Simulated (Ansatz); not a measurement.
SiC$_{3}$

The calculation's input:

```
crystal:
  lattice:
    - [2.8152749753, 1.6253997649, 3.3379972718]
    - [-2.8152749753, 1.6253997649, 3.3379972718]
    - [0.0, -3.2507995297, 3.3379972718]
  atoms:
    - { symbol: Si, position: [0.6227292568, 0.6227292568, 0.6227292568] }
    - { symbol: Si, position: [0.3772707432, 0.3772707432, 0.3772707432] }
    - { symbol: C, position: [0.7091408619, 0.146071828, 0.146071828] }
    - { symbol: C, position: [0.853928172, 0.2908591381, 0.853928172] }
    - { symbol: C, position: [0.146071828, 0.7091408619, 0.146071828] }
    - { symbol: C, position: [0.2908591381, 0.853928172, 0.853928172] }
    - { symbol: C, position: [0.146071828, 0.146071828, 0.7091408619] }
    - { symbol: C, position: [0.853928172, 0.853928172, 0.2908591381] }
basis:
  ecutwfc: 420
kpoints:
  mp_grid: { grid: [6, 6, 6] }
hamiltonian:
  xc: pbe
scf:
  occupations: { method: gaussian, width: 0.02 }
output:
  forces: true
  stress: true
  eigenvalues: true
  write_density: true
  write_potential: true
  elf: true
  volumetric_format: npy
relax:
  adjacent_minimum: "off"
  f_tol: 0.01
  max_steps: 80
  cell: { stress_tol: 0.05 }
```

Run with:

```sh
ansatz run input.yaml --threads 1 --pin off --max-ram 2560MiB --backend cpu --events-out ev --progress --plain --runs-dir out
```

Below, planes, directions and counts refer to the conventional cell (a = 5.63 Å, b = 5.63 Å, c = 9.98 Å, α = 90.00°, β = 90.00°, γ = 120.00°).

The fields are those of the run's last geometry, not of the input's.

Space group R-3m; a generated structure, not necessarily the stable one.

Method: Ansatz 0.2.0, DFT PBE, scalar-relativistic, plane waves, PAW.

In a PAW calculation such maps are meaningful between the atoms, not at the nuclei.

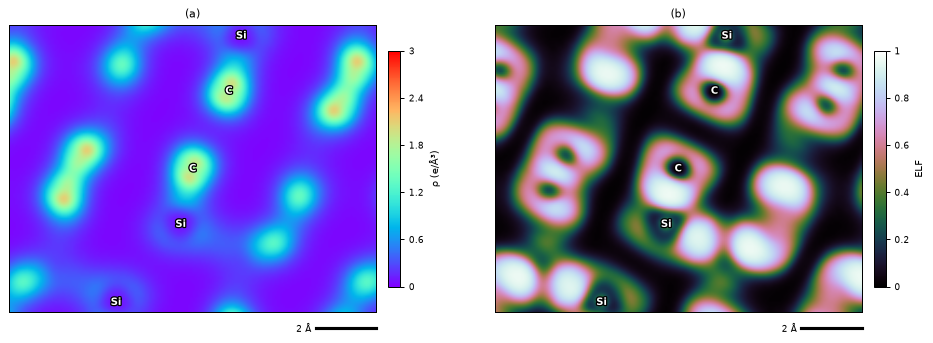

Figure 1. (a) valence electron density; (b) ELF on the (111) plane of the conventional cell.

Describe what can be read from this map.

Answer. The plane passes through Si and C nuclei. Atoms just off the plane (Si, 0.8 Å away and C, 0.3 Å away) can leave unmarked features too. Si–C (1.88 Å): ρ is about 0.94 e/Å³ halfway; the ELF peaks at about 0.95 between the atoms (localised, covalent bonding). Between the atoms the lowest density in this plane is 0.02 e/Å³.

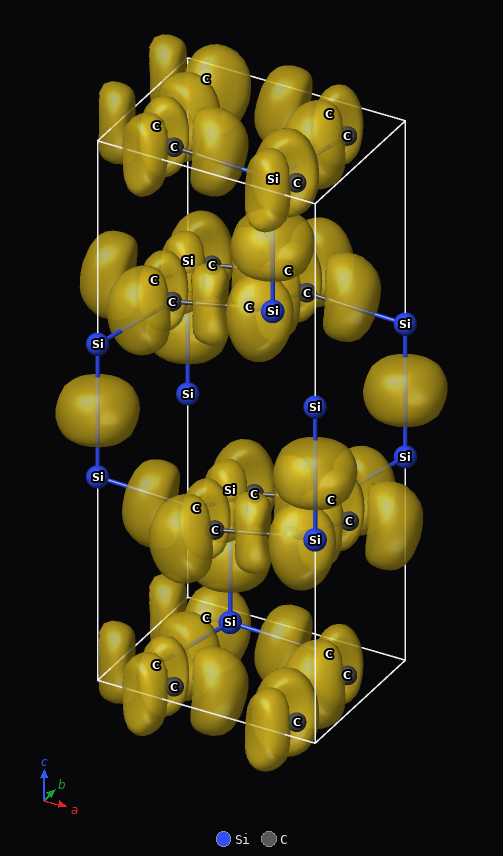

Figure 2. Isosurface of the electron localisation function at 0.75 (yellow), seen at an oblique angle. Core shells and regions of very low density are left out. Sticks mark near contacts.

What do the ELF domains correspond to?

Answer. The surface consists of 18 regions between bonded C–C atoms (shared pairs), 18 regions between bonded C–Si atoms (shared pairs) and three regions between bonded Si–Si atoms (shared pairs), counted in one cell of 24 atoms. Any copies at cell faces, edges or corners count once.


C–C (1.42 Å): the ELF peaks at about 0.95 between the atoms: a covalent bond.

Does the calculation give a band gap?

Answer. It is gapped, with a Kohn–Sham gap of 0.89 eV on the k-point mesh (the band edges may lie off the mesh, which would make the gap smaller).
